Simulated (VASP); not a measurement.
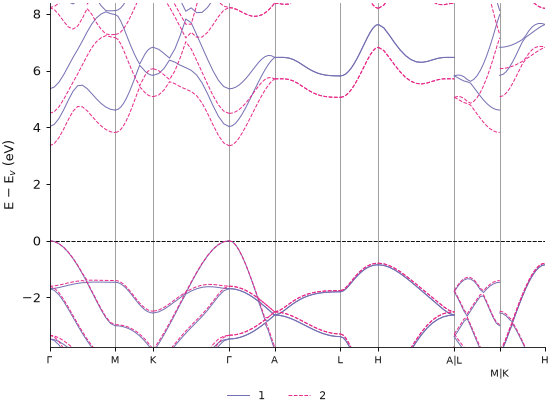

Band structures of AlN, space group P6_3/mmc, 4 atoms in the cell (a = 3.301 Å, c = 4.138 Å (hexagonal axes)), by two methods on the same cell. Each is counted from its own valence-band top.

**Which curve is which? The methods: PBEsol, r2SCAN.**

1 is r2SCAN; 2 is PBEsol. r2SCAN gives a gap of 4.02 eV along the path and PBEsol gives a gap of 3.35 eV along the path.

Settings. r2SCAN: VASP PAW PBE potentials, release 64 (Al, N), no spin polarisation, no spin-orbit coupling, 9×9×6 k mesh, 520 eV cutoff, Gaussian smearing of 0.02 eV (VASP 6.6.1). PBEsol: VASP PAW PBE potentials, release 64 (Al, N), no spin polarisation, no spin-orbit coupling, 9×9×6 k mesh, 520 eV cutoff, Gaussian smearing of 0.02 eV (VASP).

The PAW data sets were made with another functional. LDA, GGA and most meta-GGA functionals understate gaps. The usual form of AlN is wurtzite. The cell was derived from a database entry in an earlier step, so it needn't be the measured one.
